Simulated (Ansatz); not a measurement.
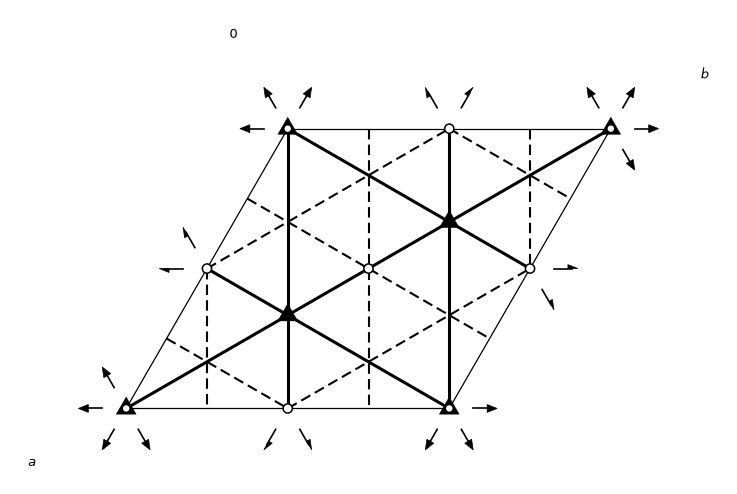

Symmetry elements of a space group, projected down c, computed from the operations of a computed or model structure of composition WSe2, which need not be its known form.

Graphical symbols as in the International Tables (origin upper left, heights as fractions; handed screw axes are marked by their printed symbols).

**Identify the space group.**

P-3m1 (No. 164); primitive trigonal (hexagonal lattice), point group -3m, 12 general positions a cell.

**List the elements shown.**

−3 axes along c at (0, 0); 3 axes along c at (1/3, 2/3), (2/3, 1/3); inversion centres at (0, 0), (0, 1/2), (1/2, 0), (1/2, 1/2); mirror planes holding c and [1 2 0] or [2 1 0] or [−1 1 0]; in-plane glide planes holding c and [1 2 0] or [2 1 0] or [−1 1 0]; 2 axes along [1 1 0] at height 0; 2 axes along a at height 0; 2 axes along b at height 0; 2₁ axes along [1 1 0] at height 0; 2₁ axes along a at height 0; 2₁ axes along b at height 0. Heights repeat every half period; positions are (a, b) fractions, modulo 1.
